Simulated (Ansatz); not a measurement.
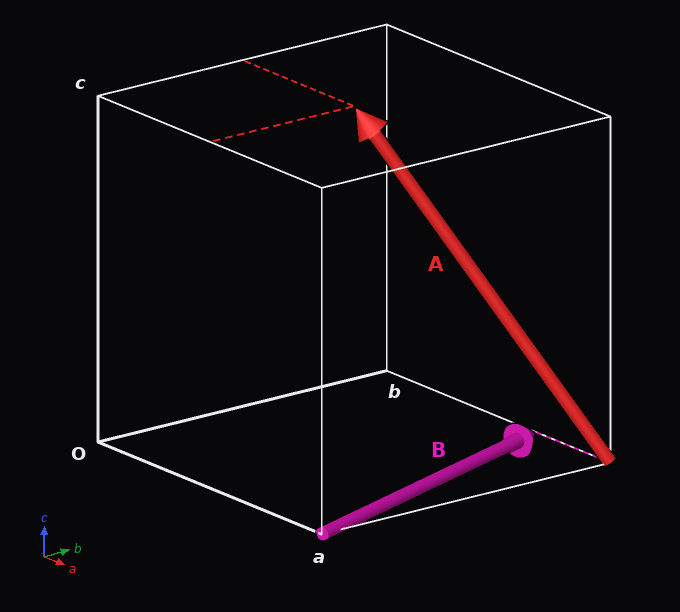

For InSb, coordinates from a relaxation with DFT PBE, scalar-relativistic, plane waves, PAW (Ansatz): each arrow starts at a corner of the unit cell and ends on its surface; where a tip isn't a corner, dashed lines run from it parallel to the axes. Geometry calculated from the standardised cell; symmetry tolerance 0.002 Å.

a = 6.633 Å, b = 6.633 Å, c = 6.633 Å, α = 90.00°, β = 90.00°, γ = 90.00°.

Question: Give [uvw] of each arrow.

Answer: Arrow A runs from (1, 1, 0) to (1/2, 1/2, 1), so [−1 −1 2]; Arrow B runs from (1, 0, 0) to (2/3, 1, 0), so [−1 3 0].

Question: How long is the vector ua + vb + wc in each case, and what angles do the directions make?

Answer: A 16.248 Å; B 20.976 Å. A–B: 105.0°.

Question: In F-43m, No. 216, how many directions are equivalent to A (Laue class m-3m, both senses counted)?

Answer: 24.
